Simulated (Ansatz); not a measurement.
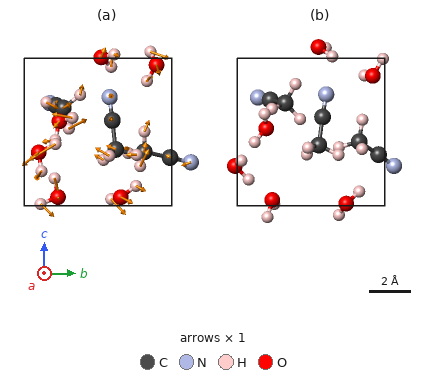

The structure of an amorphous cell of composition H$_{7}$C$_{2}$NO$_{2}$ before (left) and after (right) a relaxation, at one scale. The orange arrows give the displacements, at their true length.

A ball-and-stick model of the cell of the calculation, seen along the a axis.

The cell holds 3 CH3CN + 6 H2O. The run prepares the start of a later molecular dynamics calculation, from a guessed geometry.

All numbers below come from Ansatz 0.2.0, DFT PBE-D3(BJ), scalar-relativistic, plane waves, PAW.

Input file:
```yaml
accuracy: low
crystal:
  lattice:
    - [7.348979, 0.0, 0.0]
    - [0.0, 7.348979, 0.0]
    - [0.0, 0.0, 7.348979]
  atoms:
    - { symbol: C, position: [0.7027329, 0.6194442, 0.382235] }
    - { symbol: C, position: [0.683471, 0.5967603, 0.5787712] }
    - { symbol: "N", position: [0.6679338, 0.5784627, 0.7373038] }
    - { symbol: H, position: [0.6834986, 0.7619786, 0.3451313] }
    - { symbol: H, position: [0.8381561, 0.5765053, 0.3388817] }
    - { symbol: H, position: [0.6013953, 0.5373385, 0.311157] }
    - { symbol: C, position: [0.1461464, 0.2639216, 0.6635382] }
    - { symbol: C, position: [-0.0453212, 0.2137278, 0.6817815] }
    - { symbol: "N", position: [-0.1997652, 0.1732399, 0.6964971] }
    - { symbol: H, position: [0.1774511, 0.3790026, 0.7520768] }
    - { symbol: H, position: [0.2328161, 0.149386, 0.7013887] }
    - { symbol: H, position: [0.1757986, 0.3020769, 0.5230832] }
    - { symbol: C, position: [0.2535917, 0.8131374, 0.3666215] }
    - { symbol: C, position: [0.1680167, 0.9881409, 0.3270895] }
    - { symbol: "N", position: [0.0989891, 1.1293044, 0.2952016] }
    - { symbol: H, position: [0.3619004, 0.7859477, 0.2686795] }
    - { symbol: H, position: [0.3117867, 0.8144362, 0.5032757] }
    - { symbol: H, position: [0.1530686, 0.7040959, 0.3583898] }
    - { symbol: O, position: [0.5911488, 0.228559, 0.0592651] }
    - { symbol: H, position: [0.6271945, 0.1107274, 0.0125044] }
    - { symbol: H, position: [0.5659102, 0.2059564, 0.1866318] }
    - { symbol: O, position: [0.1571242, 0.5215688, 1.0063261] }
    - { symbol: H, position: [0.2524588, 0.6101361, 1.0272378] }
    - { symbol: H, position: [0.0639186, 0.5895077, 0.9425519] }
    - { symbol: O, position: [0.2341162, 0.8965456, 0.9552412] }
    - { symbol: H, position: [0.2008513, 0.8310899, 0.8457918] }
    - { symbol: H, position: [0.1468316, 0.8551726, 1.0449063] }
    - { symbol: O, position: [0.7665385, 0.0976227, 0.3623543] }
    - { symbol: H, position: [0.8008966, 0.2114698, 0.4191744] }
    - { symbol: H, position: [0.7921892, 0.1167789, 0.2345059] }
    - { symbol: O, position: [0.8160184, 0.6543129, 0.0586814] }
    - { symbol: H, position: [0.7021898, 0.5891239, 0.0458916] }
    - { symbol: H, position: [0.7854439, 0.7571404, 0.1352442] }
    - { symbol: O, position: [0.4629861, 0.2380083, 0.5729428] }
    - { symbol: H, position: [0.5576887, 0.3264918, 0.5968642] }
    - { symbol: H, position: [0.4770939, 0.2100268, 0.4449266] }
basis:
  ecutwfc: 420.0
kpoints:
  mp_grid: { grid: [1, 1, 1] }
hamiltonian:
  xc: pbe
  dispersion: d3bj
scf:
  occupations: { method: fermi_dirac, width: 0.05 }
  lower_state_search: "off"
relax:
  f_tol: 0.3
  max_steps: 15
  adjacent_minimum: "off"
output:
  write_density: true
  write_potential: true
  elf: true
  volumetric_format: npy
```

Launched with:
```bash
ansatz run input.yaml --threads 1 --pin off --max-ram 3072MiB --backend cpu --events-out ev --progress --plain --runs-dir out
```

Question: Summarise the run.

Answer: The relaxation stopped without meeting its thresholds, so the last structure isn't shown to be converged. It used up its limit of 15 steps. The atom that moves furthest is H29 (1.60 Å roughly along [0 −3 −2]). By element the largest moves are H 1.60 Å, O 1.18 Å, C 0.60 Å, N 0.53 Å. The cell stays as it was. Near-neighbour distances that change, for instance: O28–H30 0.969 → 1.012 Å, C13–C14 1.461 → 1.439 Å, O19–H20 0.969 → 0.988 Å, C2–N3 1.178 → 1.161 Å. Bond angles that change, for instance: H26–O25–H27 104.0° → 99.1°, H35–O34–H36 104.0° → 100.0°, H17–C13–H18 108.8° → 112.3°. After 14 geometry steps the energy has fallen by 128 meV per atom. Largest force component: 2.2 eV/Å at the start, 0.53 eV/Å at the end. Cost: 54 s on 1 thread of Intel(R) Xeon(R) Platinum 8259CL CPU @ 2.50GHz (Skylake/Cascade Lake), on a shared host, peak memory 0.47 GiB.

Limits of the set-up: the program's low-accuracy preset was used; the periodic images lie only 7.3 Å apart, so the values are limited by the cell's size.
